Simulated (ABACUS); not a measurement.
## A series of single points on CaO

System: CaO (Fm-3m, 2 atoms in the cell).
Method: Kohn-Sham DFT of a periodic cell, PBE, PseudoDojo NC SR 0.4.1 PBE standard, no spin polarisation (ABACUS 3.10.1).

The 7 runs differ only in the geometry, by an even scaling of the cell at fixed fractional positions. The structure derives from a Materials Project entry.

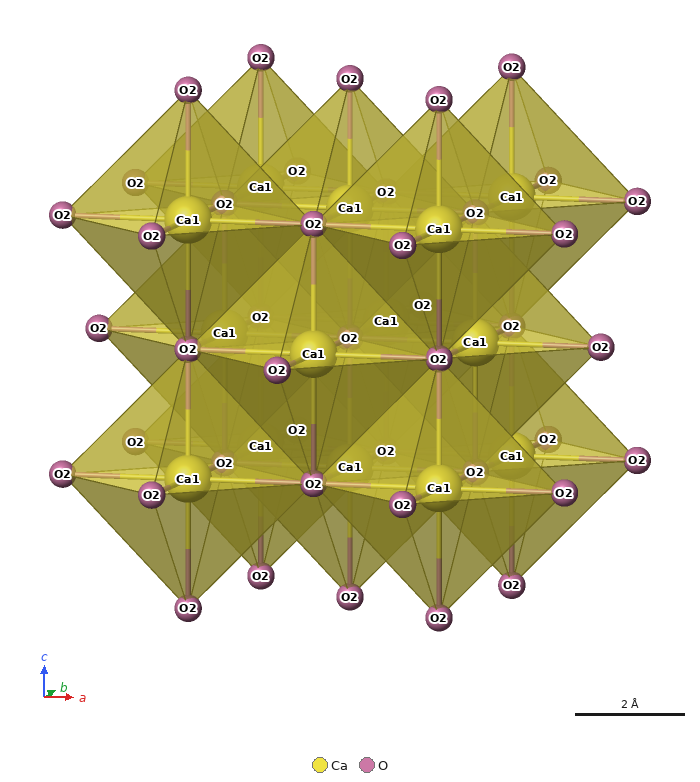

Figure 1. The structure of run 4 (polyhedral view of the cell 4 times as large as that of the calculation, set on its symmetry axes, seen slightly off an axis; polyhedra are completed across the faces of the cell; atoms are numbered from 1 in the order of the input).

### The input of run 4
```
INPUT_PARAMETERS
suffix              CaO
calculation         scf
basis_type          pw
pseudo_dir          ./
symmetry            1
dft_functional      pbe
ecutwfc             84
pseudo_rcut         10
nspin               1
nbands              12
ks_solver           dav
smearing_method     fd
smearing_sigma      0.00367493
scf_thr             1e-08
scf_nmax            100
mixing_type         broyden
mixing_beta         0.7
cal_force           1
cal_stress          1
kpar                4
```

### File STRU of run 4
```
ATOMIC_SPECIES
Ca 40.0780 Ca.upf
O 15.9990 O.upf

LATTICE_CONSTANT
1.8897261246

LATTICE_VECTORS
0.0000000000 2.4035556960 2.4035556960
2.4035556960 0.0000000000 2.4035556960
2.4035556960 2.4035556960 0.0000000000

ATOMIC_POSITIONS
Direct

Ca
0.0
1
0.0000000000 0.0000000000 0.0000000000 1 1 1

O
0.0
1
0.5000000000 0.5000000000 0.5000000000 1 1 1
```

### File KPT of run 4
```
K_POINTS
0
Gamma
10 10 10 0 0 0
```

Command:
```bash
OMP_NUM_THREADS=1 mpirun -np 4 abacus > log
```

Lattice vectors (Å) and fractional positions of run 4:
```
   0.000000    2.403556    2.403556
   2.403556    0.000000    2.403556
   2.403556    2.403556    0.000000
Ca  0.000000  0.000000  0.000000
O   0.500000  0.500000  0.500000
```

Run 2 differs from it as follows:
```diff
-0.0000000000 2.4035556960 2.4035556960
-2.4035556960 0.0000000000 2.4035556960
-2.4035556960 2.4035556960 0.0000000000
+0.0000000000 2.3710712315 2.3710712315
+2.3710712315 0.0000000000 2.3710712315
+2.3710712315 2.3710712315 0.0000000000
```

### Results, with one run withheld

| run | volume per atom (Å³) | free energy per atom, from the lowest run given (meV) | pressure (GPa) | gap on the mesh (eV) |
| --- | --- | --- | --- | --- |
| 1 | 13.052 | 26.64 | 9.15 | 3.64 |
| 2 | 13.330 | ? | ? | ? |
| 3 | 13.608 | 4.71 | 3.64 | 3.66 |
| 4 | 13.886 | 0.43 | 1.30 | 3.66 |
| 5 | 14.163 | 0.00 | −0.81 | 3.66 |
| 6 | 14.441 | 3.04 | −2.71 | 3.67 |
| 7 | 14.719 | 9.21 | −4.42 | 3.67 |

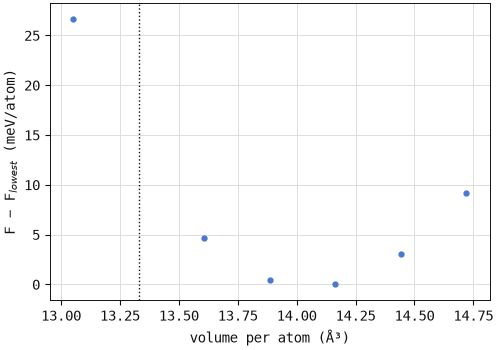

Figure 2. Free energy per atom of the runs given; the dotted line marks run 2.

Fit the runs given and predict run 2.

A cubic polynomial in V^(−2/3) (the Birch–Murnaghan form), fitted to the 6 runs given, misses them by under 0.01 meV per atom. With x = V^(−2/3) − 0.17248 Å⁻², it reads F = −0.045904 + 554.46 x + 3.5359e+05 x² + 3.4164e+05 x³ (meV per atom). At run 2 it gives 13.29 meV per atom, and the run itself gives 13.29. The slope of the fit gives a pressure −dF/dV of 6.27 GPa there, and the run prints 6.25 GPa. The fit has its minimum at 14.056 Å³ per atom, where V d²F/dV² gives 105 GPa: the bulk modulus at this level, since symmetry fixes the shape and the positions.

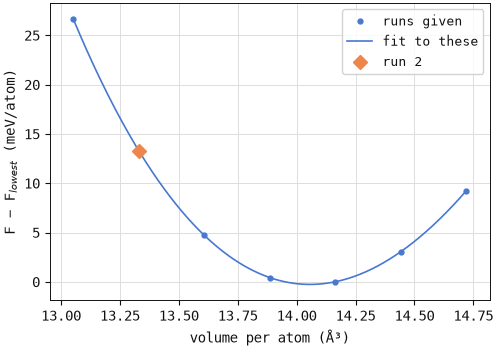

Figure 3. The fit and the withheld run.

### Some lines of the output (run 2)
```
[...]
                             Volume (A^3) = 26.6602
 E_Fermi        0.6930444036         9.4293528565
 E_Fermi        0.8116319861         11.0428196902
 E_Fermi        0.6919531799         9.4145059954
 E_Fermi        0.7256716820         9.8732697528
 E_Fermi        0.7003872603         9.5292575464
 E_Fermi        0.6798899085         9.2503767687
 E_Fermi        0.6796447730         9.2470415282
 E_KS(sigma->0) -110.7725170314      -1507.1374134293
 E_Fermi        0.6796895532         9.2476507941
 final etot is -1507.1374134 eV
 EFERMI = 9.2476507941 eV
 TOTAL-PRESSURE: 62.490180 KBAR
 !FINAL_ETOT_IS -1507.1374134293628231 eV
```
